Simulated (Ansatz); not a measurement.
## Phonon calculation, with input and output: Pb (part 2 of 2)

The same run, continued: Pb (1 atom in the cell); DFT, r2SCAN, PAW with Ansatz's default frozen-core files, scalar-relativistic; harmonic phonons by finite displacements, no spin polarisation (Ansatz 0.2.0); cutoff 500 eV, 16×16×16 k-mesh, Fermi–Dirac smearing of 0.1 eV. The structure derives from an entry of the Crystallography Open Database. It belongs to a series of runs on one base structure; here: PAW files in place of LAPW.

Geometry of the input (Å; fractional positions):
```
0.0000  2.4965  2.4965
2.4965  0.0000  2.4965
2.4965  2.4965  0.0000
Pb 0.0000  0.0000  0.0000
```

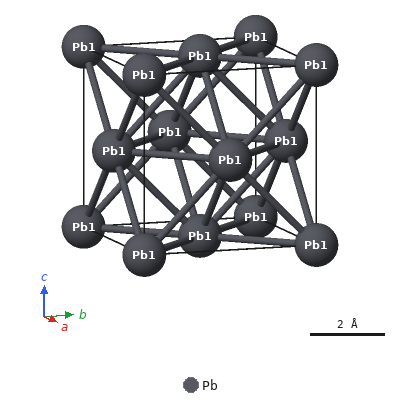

**Figure 1.** The structure as given in the input (ball-and-stick view of the cell 4 times as large as that of the calculation, set on its symmetry axes, seen slightly off an axis; atoms are numbered from 1 in the order of the input).

**The program's output, continued**
```
SCF iter   1: F=—  HF=-47683.461651 eV  |F-HF|=—  |Δ(HF+E_count)|=         —  Δρ=1.44e-5  dr2=1.82e-6  dr2_τ=1.95e-8  ethr=4.04e-9  ⟨swp⟩=3.1  Hψ=55736  notcnv=0  defer=91
preconditioner: auto → Kerker (q_TF=auto, 2.388 Å⁻¹)  [metal: Δε(μ)=0.052 eV  Ē_g=17.894 eV  σ=0.100 eV  W_gap=0.13  n_scr=32 (ndim 8)  ℏωp=24.9 eV  f_vac=0.000  D(μ)=1.83/eV (n_scr^D=4)]
SCF iter   2: F=—  HF=-47683.461651 eV  |F-HF|=—  |Δ(HF+E_count)|=   3.85e-9  Δρ=8.80e-6  dr2=6.48e-7  dr2_τ=2.56e-9  ethr=3.24e-9  ⟨swp⟩=1.1  Hψ=10232  notcnv=0  defer=91
SCF iter   3: F=—  HF=-47683.461651 eV  |F-HF|=—  |Δ(HF+E_count)|=   2.78e-8  Δρ=3.53e-6  dr2=1.17e-7  dr2_τ=3.22e-10  ethr=1.16e-9  ⟨swp⟩=1.0  Hψ=10225  notcnv=0  defer=91
SCF iter   4: F=—  HF=-47683.461651 eV  |F-HF|=—  |Δ(HF+E_count)|=   6.88e-9  Δρ=1.18e-6  dr2=4.35e-9  dr2_τ=3.89e-11  ethr=2.09e-10  ⟨swp⟩=1.9  Hψ=10921  notcnv=0  defer=91
SCF iter   5: F=—  HF=-47683.461651 eV  |F-HF|=—  |Δ(HF+E_count)|=   3.91e-9  Δρ=3.26e-7  dr2=3.19e-10  dr2_τ=6.24e-12  ethr=7.77e-12  ⟨swp⟩=2.7  Hψ=18115  notcnv=0  defer=91
SCF iter   6: F=—  HF=-47683.461651 eV  |F-HF|=—  |Δ(HF+E_count)|=  1.60e-10  Δρ=9.29e-8  dr2=3.05e-11  dr2_τ=2.77e-13  ethr=1.00e-12  ⟨swp⟩=2.0  Hψ=12518  notcnv=0  defer=91
SCF iter   7: F=-47683.461651 eV  HF=-47683.461651 eV  |F-HF|=7.28e-12  |Δ(HF+E_count)|=  1.46e-11  Δρ=3.89e-8  dr2=3.17e-12  dr2_τ=4.79e-14  ethr=1.00e-12  ⟨swp⟩=6.0  Hψ=43486  notcnv=0
SCF 11 converged in 7 iterations: F = -47683.461651 eV  dr2 = 3.17e-12
Basis set: ecut = 500 eV, 3083 PW (Γ), FFT grids on a1, a2, 2a1−a2+a3, exchange–correlation on 225×200×200 points (125 copies of the dense FFT grid, shifted against one another)
k-points: 105 of 1024
SCF iter   1: F=—  HF=-47683.461654 eV  |F-HF|=—  |Δ(HF+E_count)|=         —  Δρ=3.32e-8  dr2=8.09e-13  dr2_τ=2.65e-14  ethr=1.12e-12  ⟨swp⟩=7.0  Hψ=13697  notcnv=0
preconditioner: auto → Kerker (q_TF=auto, 2.388 Å⁻¹)  [metal: Δε(μ)=0.053 eV  Ē_g=17.401 eV  σ=0.100 eV  W_gap=0.13  n_scr=30 (ndim 8)  ℏωp=24.9 eV  f_vac=0.000  D(μ)=1.83/eV (n_scr^D=10)]
SCF iter   2: F=-47683.461654 eV  HF=-47683.461654 eV  |F-HF|=7.28e-12  |Δ(HF+E_count)|=    0.00e0  Δρ=2.04e-8  dr2=3.18e-13  dr2_τ=1.86e-14  ethr=1.00e-12  ⟨swp⟩=3.0  Hψ=8602  notcnv=0
SCF 12 converged in 2 iterations: F = -47683.461654 eV  dr2 = 3.18e-13
k-points: 171 of 1024 (time reversal used)
iter 1 solved again at ethr=1.81e-9 eV; its pass at ethr=3.10e-3 eV (dr2=1.02e-6 eV) is discarded
SCF iter   1: F=—  HF=-47683.461650 eV  |F-HF|=—  |Δ(HF+E_count)|=         —  Δρ=2.06e-5  dr2=1.06e-6  dr2_τ=3.12e-8  ethr=1.81e-9  ⟨swp⟩=4.4  Hψ=38707  notcnv=0  defer=67
preconditioner: auto → Kerker (q_TF=auto, 2.388 Å⁻¹)  [metal: Δε(μ)=0.050 eV  Ē_g=17.401 eV  σ=0.100 eV  W_gap=0.12  n_scr=30 (ndim 8)  ℏωp=24.9 eV  f_vac=0.000  D(μ)=1.83/eV (n_scr^D=10)]
SCF iter   2: F=—  HF=-47683.461650 eV  |F-HF|=—  |Δ(HF+E_count)|=   1.57e-7  Δρ=1.34e-5  dr2=4.12e-7  dr2_τ=3.90e-9  ethr=1.81e-9  ⟨swp⟩=2.0  Hψ=7237  notcnv=0  defer=67
SCF iter   3: F=—  HF=-47683.461650 eV  |F-HF|=—  |Δ(HF+E_count)|=   2.27e-7  Δρ=5.13e-6  dr2=8.47e-8  dr2_τ=4.39e-10  ethr=7.35e-10  ⟨swp⟩=2.0  Hψ=7465  notcnv=0  defer=67
SCF iter   4: F=—  HF=-47683.461650 eV  |F-HF|=—  |Δ(HF+E_count)|=   3.49e-8  Δρ=2.07e-6  dr2=1.37e-8  dr2_τ=6.15e-11  ethr=1.51e-10  ⟨swp⟩=2.0  Hψ=7465  notcnv=0  defer=67
SCF iter   5: F=—  HF=-47683.461650 eV  |F-HF|=—  |Δ(HF+E_count)|=   1.04e-8  Δρ=7.74e-7  dr2=2.05e-9  dr2_τ=1.56e-11  ethr=2.44e-11  ⟨swp⟩=2.9  Hψ=11319  notcnv=0  defer=67
SCF iter   6: F=—  HF=-47683.461650 eV  |F-HF|=—  |Δ(HF+E_count)|=  8.59e-10  Δρ=3.01e-7  dr2=3.49e-10  dr2_τ=1.24e-12  ethr=3.65e-12  ⟨swp⟩=2.1  Hψ=7764  notcnv=0  defer=67
SCF iter   7: F=—  HF=-47683.461650 eV  |F-HF|=—  |Δ(HF+E_count)|=  1.31e-10  Δρ=1.11e-7  dr2=5.02e-11  dr2_τ=1.02e-13  ethr=1.00e-12  ⟨swp⟩=2.0  Hψ=7395  notcnv=0  defer=67
SCF iter   8: F=-47683.461650 eV  HF=-47683.461650 eV  |F-HF|=1.46e-11  |Δ(HF+E_count)|=  7.28e-12  Δρ=2.22e-8  dr2=1.91e-12  dr2_τ=1.41e-14  ethr=1.00e-12  ⟨swp⟩=5.4  Hψ=28858  notcnv=0
SCF 13 converged in 8 iterations: F = -47683.461650 eV  dr2 = 1.91e-12
Symmetry: 8 space group operations
k-points: 105 of 1024 (time reversal used)
iter 1 solved again at ethr=1.96e-9 eV; its pass at ethr=3.10e-3 eV (dr2=1.10e-6 eV) is discarded
SCF iter   1: F=—  HF=-47683.461649 eV  |F-HF|=—  |Δ(HF+E_count)|=         —  Δρ=2.16e-5  dr2=1.29e-6  dr2_τ=3.71e-8  ethr=1.96e-9  ⟨swp⟩=4.4  Hψ=23563  notcnv=0  defer=41
preconditioner: auto → Kerker (q_TF=auto, 2.388 Å⁻¹)  [metal: Δε(μ)=0.051 eV  Ē_g=17.401 eV  σ=0.100 eV  W_gap=0.12  n_scr=30 (ndim 8)  ℏωp=24.9 eV  f_vac=0.000  D(μ)=1.83/eV (n_scr^D=10)]
SCF iter   2: F=—  HF=-47683.461649 eV  |F-HF|=—  |Δ(HF+E_count)|=   1.03e-7  Δρ=1.40e-5  dr2=5.27e-7  dr2_τ=4.45e-9  ethr=1.96e-9  ⟨swp⟩=2.0  Hψ=4308  notcnv=0  defer=41
SCF iter   3: F=—  HF=-47683.461649 eV  |F-HF|=—  |Δ(HF+E_count)|=   1.98e-7  Δρ=5.33e-6  dr2=1.15e-7  dr2_τ=4.51e-10  ethr=9.40e-10  ⟨swp⟩=2.0  Hψ=4575  notcnv=0  defer=41
SCF iter   4: F=—  HF=-47683.461649 eV  |F-HF|=—  |Δ(HF+E_count)|=   2.81e-8  Δρ=2.45e-6  dr2=2.44e-8  dr2_τ=6.45e-11  ethr=2.06e-10  ⟨swp⟩=2.0  Hψ=4571  notcnv=0  defer=41
SCF iter   5: F=—  HF=-47683.461649 eV  |F-HF|=—  |Δ(HF+E_count)|=   1.27e-8  Δρ=8.74e-7  dr2=2.88e-9  dr2_τ=1.81e-11  ethr=4.36e-11  ⟨swp⟩=2.6  Hψ=6398  notcnv=0  defer=41
SCF iter   6: F=—  HF=-47683.461649 eV  |F-HF|=—  |Δ(HF+E_count)|=  9.31e-10  Δρ=2.41e-7  dr2=2.22e-10  dr2_τ=8.76e-13  ethr=5.14e-12  ⟨swp⟩=2.7  Hψ=6334  notcnv=0  defer=41
SCF iter   7: F=—  HF=-47683.461649 eV  |F-HF|=—  |Δ(HF+E_count)|=  8.00e-11  Δρ=5.84e-8  dr2=1.08e-11  dr2_τ=4.24e-14  ethr=1.00e-12  ⟨swp⟩=2.0  Hψ=4519  notcnv=0  defer=41
SCF iter   8: F=-47683.461649 eV  HF=-47683.461649 eV  |F-HF|=2.18e-11  |Δ(HF+E_count)|=  2.91e-11  Δρ=2.68e-8  dr2=2.97e-12  dr2_τ=8.04e-15  ethr=1.00e-12  ⟨swp⟩=5.8  Hψ=15345  notcnv=0
SCF 14 converged in 8 iterations: F = -47683.461649 eV  dr2 = 2.97e-12
  greatest PAW one-centre occupation: 0.977 electrons in one spin orbital (limit 2), on the Pb atom at site 1 (counted from 0), in its partial waves of l = 2
SCF converged after 2 iterations
Free energy (F): -47683.461654 eV
Harris-Foulkes:  -47683.461654 eV  (|F-HF|=2.91e-11)
Internal energy: -47683.400104 eV  (E = F + TS)
E sigma→0 (E₀):  -47683.430879 eV
Entropy (-TS):   -0.061550 eV (-15.387 meV/atom)
Fermi energy:    10.569760 eV
--- Per-component energies (eV) ---
  E_band       = -201.656659
  E_kinetic    = 1153.025126
  E_local      = -4137.853115  (includes V_loc(G=0)·N_el)
  E_nonlocal   = 1401.310182
  E_hartree    = 1646.408483
  E_xc         = -831.660566
  E_vxc        = -579.532638  (∫ρ·V_xc dr)
  E_paw        = -41735.228976  (= ΣΔE_a)
  E_vpaw       = -1374.417683  (= ΣTr[D̂ρ^β])
  E_aug_tail   = 0.000078  (compensation charges beyond the density's cutoff)
  E_vtau       = 42.994419  (kinetic-family band-sum trace: ∫τ·v_τ [+ j·A + Jᵃ·Aᵃ] dr)
  E_ewald      = -5183.263327
  E_core_change = 3.862010  (= ΣΔE_core)
  E_smearing   = -0.061550  (= −TS)
  E_closure    = -0.000000  (closes the sum)
  Σ components = -47683.461654   (vs F -47683.461654, Δ=0.00e0)
--- Forces (eV/Å), atoms counted from 1 ---
  atom   1  Pb     0.00000000     0.00000000     0.00000000
  atom   2  Pb     0.00000000    -0.00000000    -0.00000000
  atom   3  Pb     0.00000000     0.00000000     0.00000000
  atom   4  Pb    -0.00000000    -0.00000000    -0.00000000
  max |Σ_I F_I| component: 2.78e-28 eV/Å
--- Band table (eV; the first three rows and the last of 282) ---
  k-point 0: bands = ["-7.2987", "-7.2987", "-7.2600", "-7.2335", "-7.2335", "-7.2335", "-7.2234", "-7.2234", "-7.1962", "-7.1962", "-7.0982", "-7.0982", "-7.0931", "-7.0931", "-7.0444", "-7.0444", "-6.9638", "-6.9638", "-6.9555", "-6.9555", "-1.5908", "2.0775", "2.4402", "2.4402", "6.2692", "8.0336", "8.0336", "11.5797", "11.5797", "13.9910", "13.9910", "16.1671", "16.1671", "17.7951", "17.7951", "18.0404", "18.0404"]
  k-point 1: bands = ["-7.2930", "-7.2881", "-7.2475", "-7.2435", "-7.2156", "-7.2095", "-7.2082", "-7.1949", "-7.1887", "-7.1513", "-7.1253", "-7.1102", "-7.0883", "-7.0707", "-7.0690", "-7.0646", "-6.9939", "-6.9875", "-6.9835", "-6.9737", "-1.3084", "0.8821", "2.2437", "3.1475", "6.6457", "8.2041", "9.4309", "9.8813", "13.8992", "13.9723", "14.0759", "14.5546", "15.6472", "15.8626", "17.1723", "17.5721", "17.7549"]
  k-point 2: bands = ["-7.2699", "-7.2699", "-7.2665", "-7.2665", "-7.1738", "-7.1738", "-7.1604", "-7.1604", "-7.1471", "-7.1471", "-7.1190", "-7.1190", "-7.1069", "-7.1069", "-7.0653", "-7.0653", "-7.0472", "-7.0472", "-6.9972", "-6.9972", "-0.4658", "-0.4658", "2.7116", "2.7116", "7.7292", "7.7292", "10.6341", "10.6341", "12.6582", "12.6582", "14.7222", "14.7222", "15.7061", "15.7061", "16.1345", "16.1345", "18.2324"]
  k-point 281: bands = ["-7.3601", "-7.3601", "-7.2733", "-7.2733", "-7.2547", "-7.2547", "-7.2118", "-7.2118", "-7.1855", "-7.1855", "-7.0082", "-7.0082", "-7.0039", "-7.0039", "-6.9679", "-6.9679", "-6.9616", "-6.9616", "-6.9439", "-6.9439", "2.1372", "2.1372", "3.0620", "3.0620", "6.8003", "6.8003", "7.9779", "7.9779", "11.3636", "11.3636", "12.9736", "12.9736", "14.1916", "14.1916", "15.3604", "15.3604", "17.0031"]
--- Phonons: 8 displaced members + 5 references (amplitude of the first 0.0025 Å, Σ member SCF iterations 62) ---
  ASR residual: 6.547e-5 → 0.000e0 eV/Å²; symmetrization residual: 3.996e-5 eV/Å²
  largest component of a force at the reference: 4.7e-28 eV/Å
  ASR residual per site (eV/Å²): 6.55e-5
  Γ frequencies (cm⁻¹): 0.00 0.00 0.00
--- Phonons (by wavevector): 8 wavevectors in 5 supercells ---
  supercell 1 (4 cells, vectors [1, 0, 0], [0, 2, -1], [0, -4, 4] in multiples of the cell's): 2 displaced members by 0.0025 Å; free energy -47683.461654 eV; taken off its force constants: by the sum rule 7.1e-6, by the symmetrisation 4.0e-5 eV/Å²
  symmetry images taken by strict's conditions (phonons.symmetry_images: auto; settled by no image being taken that strict refuses)
  supercell 2 (4 cells, vectors [1, 0, 0], [-1, 1, 1], [0, 0, 4] in multiples of the cell's): 2 displaced members by 0.0025 Å; free energy -47683.461654 eV; taken off its force constants: by the sum rule 1.3e-5, by the symmetrisation 4.4e-16 eV/Å²; Γ matrix within 1.0e-16 eV/Å² of supercell 1's
  symmetry images taken by strict's conditions (phonons.symmetry_images: auto; settled by no image being taken that strict refuses)
  supercell 3 (4 cells, vectors [1, 0, 0], [0, 1, -1], [0, 0, 4] in multiples of the cell's): 1 displaced member by 0.0025 Å; free energy -47683.461654 eV; taken off its force constants: by the sum rule 2.6e-5, by the symmetrisation 2.2e-16 eV/Å²; Γ matrix within 1.1e-16 eV/Å² of supercell 1's
  symmetry images taken by strict's conditions (phonons.symmetry_images: auto; settled by no image being taken that strict refuses)
  supercell 4 (4 cells, vectors [1, 0, 0], [0, 1, 0], [0, 0, 4] in multiples of the cell's): 1 displaced member by 0.0025 Å; free energy -47683.461654 eV; taken off its force constants: by the sum rule 6.5e-5, by the symmetrisation 6.7e-16 eV/Å²; Γ matrix within 7.4e-17 eV/Å² of supercell 1's
  symmetry images taken by strict's conditions (phonons.symmetry_images: auto; settled by no image being taken that strict refuses)
  supercell 5 (4 cells, vectors [0, 1, -2], [-1, 1, 1], [0, 0, 4] in multiples of the cell's): 2 displaced members by 0.0025 Å; free energy -47683.461654 eV; taken off its force constants: by the sum rule 8.8e-7, by the symmetrisation 4.4e-16 eV/Å²; Γ matrix within 9.3e-17 eV/Å² of supercell 1's
  symmetry images taken by strict's conditions (phonons.symmetry_images: auto; settled by no image being taken that strict refuses)
  q = [0.0000, 0.0000, 0.0000] (star 1, supercell 1; hermiticity 0.00e0, symmetrization 2.36e-17): -0.00 -0.00 -0.00
  q = [0.0000, 0.0000, 0.2500] (star 8, supercell 4; hermiticity 1.33e-16, symmetrization 7.72e-16): 22.82 22.82 53.10
  q = [0.0000, 0.0000, -0.5000] (star 4, supercell 1; hermiticity 2.15e-16, symmetrization 1.36e-4): 29.19 29.19 64.57
  q = [0.0000, 0.2500, 0.2500] (star 6, supercell 3; hermiticity 1.24e-16, symmetrization 2.48e-16): 32.82 32.82 59.24
  q = [0.0000, 0.2500, -0.5000] (star 24, supercell 1; hermiticity 3.54e-16, symmetrization 1.41e-16): 35.20 48.54 56.54
  q = [0.0000, 0.2500, -0.2500] (star 12, supercell 2; hermiticity 1.45e-16, symmetrization 8.29e-16): 33.10 48.25 62.67
  q = [0.0000, -0.5000, -0.5000] (star 3, supercell 2; hermiticity 2.19e-16, symmetrization 9.70e-7): 25.01 25.01 48.71
  q = [0.2500, -0.5000, -0.2500] (star 6, supercell 5; hermiticity 1.37e-16, symmetrization 6.27e-16): 49.67 49.67 50.31
  joined force constants: q→R imaginary residual 0.00e0
  density of states and harmonic sums: on the 24×24×24 q-mesh, interpolated from the force constants of a 4×4×4 supercell (no non-analytic term)
  largest difference from the sums on the solved wave vectors: F 1.25e-2 eV, S 1.66e-5 and C_V 4.02e-6 eV/K
  zero-point energy: 0.008137 eV/cell   skipped modes (ω ≤ 0): 3   left out of the sums: 7.23e-5 of the cell's modes: C_V's classical limit lies that fraction below 3 k_B per atom; for a crystal, a wire or a layer, F and S can be off by more, and a phonons.interpolated_qmesh denser along its periods is the remedy for the sampling
```

**File phthermo.tsv**
```
# format = ansatz-phthermo/1
# interpolated_qmesh = 24 24 24
# force_constants_supercell = 4 4 4
# non_analytic_term = not included (the non-analytic LO-TO correction is not applied to the interpolated dynamical matrix; polar crystals: no LO-TO splitting at GAMMA, and LO and other optical branches, acoustic branches and sound speeds, and with them the density of states and the thermodynamics, can be off between the wave vectors that the force constants were sampled on, most near GAMMA; a larger extent of the force constants narrows that region and is not shown to mend the acoustic slopes)
# zero_point_energy_ev = 8.1365485789e-3
# n_skipped_modes = 3
# share_of_modes_left_out = 7.2337962963e-5
# rigid_motions_known_by = geometry
# t_k	f_vib_ev	s_ev_per_k	c_v_ev_per_k
0.0000	8.1365485789e-3	0.0000000000e0	0.0000000000e0
100.0000	-1.2631113878e-2	3.9391228684e-4	2.4956059957e-4
200.0000	-6.1782859834e-2	5.6970564122e-4	2.5622141595e-4
300.0000	-1.2430922154e-1	6.7388442395e-4	2.5748425773e-4
400.0000	-1.9558129089e-1	7.4802799098e-4	2.5792846905e-4
500.0000	-2.7336967951e-1	8.0560774837e-4	2.5813446654e-4
600.0000	-3.5635548272e-1	8.5268205457e-4	2.5824647036e-4
700.0000	-4.4366544363e-1	8.9249639837e-4	2.5831404053e-4
800.0000	-5.3467821391e-1	9.2699249104e-4	2.5835791043e-4
900.0000	-6.2892889743e-1	9.5742451112e-4	2.5838799398e-4
1000.0000	-7.2605648226e-1	9.8464957694e-4	2.5840951580e-4
```
